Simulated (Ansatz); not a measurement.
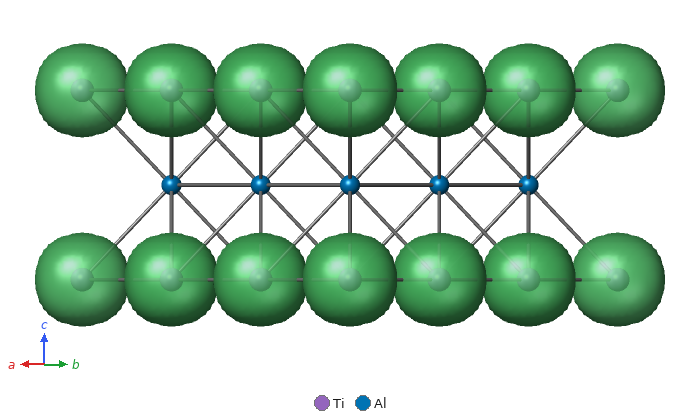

Figure 1: TiAl. Isosurface of the valence charge density (pseudo) at 0.3 e/Å³ (green), seen along [110]. Sticks mark near contacts.

Space group P4/mmm; computed without spin polarisation.

Method: DFT PBEsol, scalar-relativistic, plane waves, PAW (Ansatz).

### How is the density connected at this value?

At this value the density breaks into separate islands; it holds about 65 % of the electrons treated as valence (semicore included). It bridges none of the near contacts. It is pinched off along the shortest Ti–Ti (2.76 Å), Al–Al (2.76 Å) and Ti–Al (2.84 Å) contacts. On the grid the lowest density along these lines, outside the cores, is 0.24 e/Å³ (Ti–Ti, 2.76 Å), 0.23 e/Å³ (Al–Al, 2.76 Å) and 0.21 e/Å³ (Ti–Al, 2.84 Å).

### Metal or insulator at this level of theory?

It is gapless in this calculation (a metal or semimetal).
